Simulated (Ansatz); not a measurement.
**A series of single points on Ta**

System: Ta (1 atom in the cell).
Method: DFT PBEsol, scalar-relativistic, plane waves, PAW, no spin polarisation (Ansatz 0.2.0).

The 5 runs differ only in the geometry, by a strain of the cell at fixed fractional positions. Against run 3, the strain is εxx = η and εyy = η. The structure derives from an entry of the Crystallography Open Database.

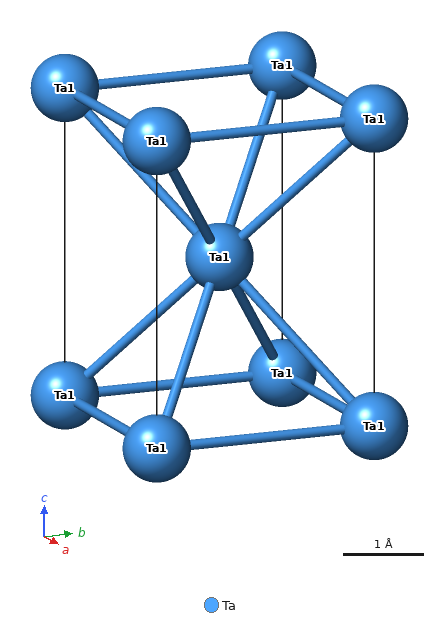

Figure 1. The structure of run 3 (ball-and-stick view of the cell 2 times as large as that of the calculation, set on its symmetry axes, seen slightly off an axis; atoms are numbered from 1 in the order of the input). An atom can appear more than once, as a periodic image.

**Input of run 3**
```yaml
crystal:
  lattice:
    - [0.0, 2.11, 2.0045]
    - [2.11, 0.0, 2.0045]
    - [2.11, 2.11, 0.0]
  atoms:
    - { symbol: Ta, position: [0.0, 0.0, 0.0] }
basis:
  ecutwfc: 420
kpoints:
  mp_grid: { grid: [20, 20, 20] }
hamiltonian:
  xc: pbesol
scf:
  occupations: { method: gaussian, width: 0.15 }
output:
  forces: true
  stress: true
  eigenvalues: true
```

Command:
```bash
ansatz run input.yaml --threads 1 --pin off --max-ram 2560MiB --backend cpu --events-out ev --progress --plain --runs-dir out
```

Lattice vectors (Å) and fractional positions of run 3:
```
   0.000000    2.110000    2.004500
   2.110000    0.000000    2.004500
   2.110000    2.110000    0.000000
Ta  0.000000  0.000000  0.000000
```

Run 4 differs from it as follows:
```diff
-    - [0.0, 2.11, 2.0045]
-    - [2.11, 0.0, 2.0045]
-    - [2.11, 2.11, 0.0]
+    - [0.0, 2.16275, 2.0045]
+    - [2.16275, 0.0, 2.0045]
+    - [2.16275, 2.16275, 0.0]
```

**Results, with one run withheld**

| run | strain parameter η (%) | free energy per atom, from the lowest run given (meV) | pressure (GPa) |
| --- | --- | --- | --- |
| 1 | −5.0000 | 199.84 | 31.16 |
| 2 | −2.5000 | 68.03 | 16.13 |
| 3 | 0.0000 | 0.00 | 3.61 |
| 4 | 2.5000 | ? | ? |
| 5 | 5.0000 | 30.35 | −14.88 |

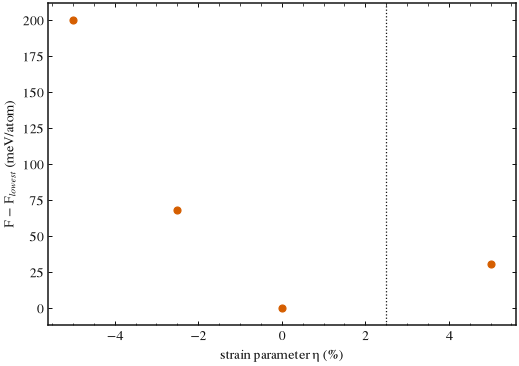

Figure 2. Free energy per atom of the runs given; the dotted line marks run 4.

What should run 4 give?

A quadratic polynomial in the coordinate, fitted to the 4 runs given, misses them by at most 1.81 meV per atom. With x = η + 0.6250, it reads F = 10.993 − 22.67 x + 4.6491 x² (meV per atom). At run 4 it gives −14.45 meV per atom, and the run itself gives −10.78. The fit has its minimum at η = 1.8131 %. The miss comes from the order of the polynomial or from scatter in that run; these data can't tell which.

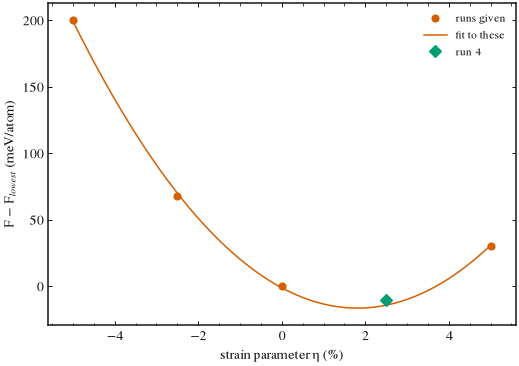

Figure 3. The fit and the withheld run.

**Output, shortened to warnings, some set-up lines, iterations and results (run 4)**
```
Basis set: ecut = 420 eV, 371 PW (Γ), exchange–correlation on 40×40×48 points (8 copies of the dense FFT grid, shifted against one another)
Symmetry: 16 space group operations
k-points: 641 of 8000
Initial density: superposition of atomic densities (neutral atoms: chi_scale 0, normalization atom), corrected by the library's trained network
[...]
SCF iter   1: F=—  HF=-9806.264320 eV  |F-HF|=—  |Δ(HF+E_count)|=         —  Δρ=3.21e-3  dr2=5.82e-4  ethr=1.77e-3  ⟨swp⟩=5.1  Hψ=39062  notcnv=0
SCF iter   2: F=—  HF=-9806.264228 eV  |F-HF|=—  |Δ(HF+E_count)|=   9.21e-5  Δρ=1.58e-3  dr2=1.24e-4  ethr=4.48e-6  ⟨swp⟩=2.3  Hψ=15346  notcnv=0
SCF iter   3: F=—  HF=-9806.264278 eV  |F-HF|=—  |Δ(HF+E_count)|=   4.97e-5  Δρ=1.65e-4  dr2=1.54e-6  ethr=9.55e-7  ⟨swp⟩=1.0  Hψ=6943  notcnv=0
SCF iter   4: F=—  HF=-9806.264278 eV  |F-HF|=—  |Δ(HF+E_count)|=   1.42e-7  Δρ=4.92e-5  dr2=1.45e-7  ethr=1.19e-8  ⟨swp⟩=2.3  Hψ=11164  notcnv=0
SCF iter   5: F=-9806.264278 eV  HF=-9806.264278 eV  |F-HF|=1.84e-9  |Δ(HF+E_count)|=   4.30e-8  Δρ=3.80e-6  dr2=2.54e-9  ethr=1.12e-9  ⟨swp⟩=2.0  Hψ=10871  notcnv=0
SCF iter   6: F=-9806.264278 eV  HF=-9806.264278 eV  |F-HF|=7.28e-12  |Δ(HF+E_count)|=   1.01e-9  Δρ=8.09e-7  dr2=5.78e-11  ethr=1.96e-11  ⟨swp⟩=2.4  Hψ=24809  notcnv=0
SCF 1 converged in 6 iterations: F = -9806.264278 eV  dr2 = 5.78e-11
SCF converged after 6 iterations
Free energy (F): -9806.264278 eV
Harris-Foulkes:  -9806.264278 eV  (|F-HF|=7.28e-12)
Internal energy: -9806.250019 eV  (E = F + TS)
E sigma→0 (E₀):  -9806.257148 eV
Entropy (-TS):   -0.014259 eV (-14.259 meV/atom)
Fermi energy:    17.953701 eV
--- Per-component energies (eV) ---
  E_band       = -116.410592
  E_kinetic    = 364.706906
  E_local      = -573.191567  (includes V_loc(G=0)·N_el)
  E_nonlocal   = 16.926450
  E_hartree    = 196.448811
  E_xc         = -216.392547
  E_vxc        = -203.031269  (∫ρ·V_xc dr)
  E_paw        = -8272.217612  (= ΣΔE_a)
  E_vpaw       = -114.718766  (= ΣTr[D̂ρ^β])
  E_aug_tail   = 0.000133  (compensation charges beyond the density's cutoff)
  E_ewald      = -1322.744239
  E_core_change = 0.213646  (= ΣΔE_core)
  E_smearing   = -0.014259  (= −TS)
  E_closure    = 0.000000  (closes the sum)
  Σ components = -9806.264278   (vs F -9806.264278, Δ=0.00e0)
--- Forces (eV/Å), atoms counted from 1 ---
  atom   1  Ta     0.00000000     0.00000000    -0.00000000
  max |Σ_I F_I| component: 9.86e-32 eV/Å
--- Stress (GPa, compression-positive) ---
       -2.800951       0.000000       0.000000
        0.000000      -2.800951       0.000000
        0.000000       0.000000     -14.271687
  P = ⅓ Tr σ = -6.6245 GPa (-66.245 kbar)
```

Notes: Spin–orbit coupling is left out, which matters for Ta.
